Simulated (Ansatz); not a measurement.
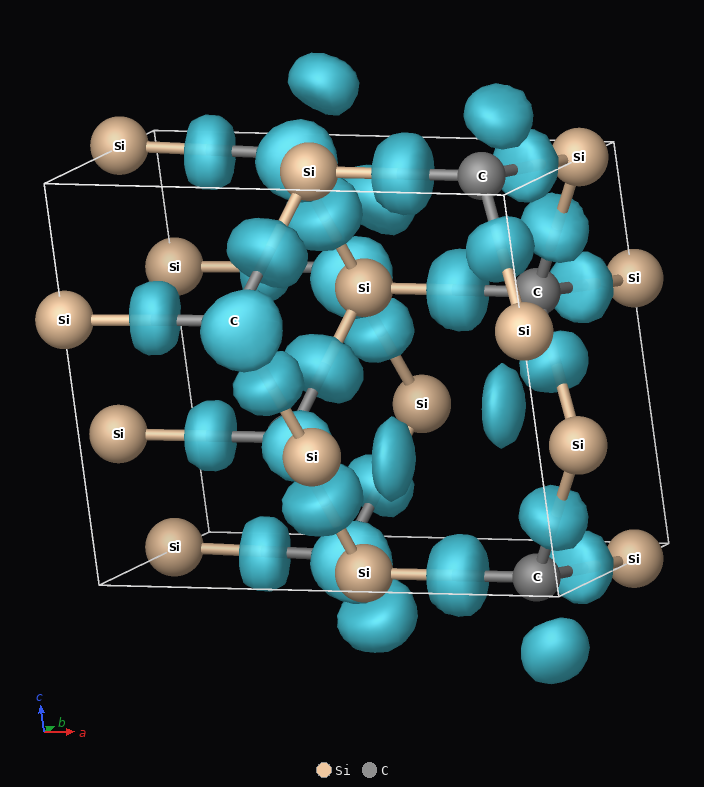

The picture shows: Si$_{6}$C$_{5}$ (distorted or defective cell). Isosurface of the ELF at 0.85 (cyan), seen slightly off an axis. Only the valence region is drawn (cores and ρ < 0.01 e/Å³ removed). Sticks mark near contacts.

Theory: Ansatz, DFT PBE, scalar-relativistic, plane waves, PAW.

Core electrons are frozen (PAW), and the valence fields are smoothed inside the atomic spheres.

**Where are the electrons localised?**

The ELF exceeds this value in 20 regions between bonded C–Si atoms and one lobe on Si, pointing away from the bonds (lone pairs), counted in one cell of 11 atoms. Any copies at cell faces, edges or corners count once. Profiles from the grid: Si–C (1.88 Å): the ELF peaks at about 0.90 between the atoms.

**Does the calculation give a band gap?**

It is gapless in this calculation (a metal or semimetal).
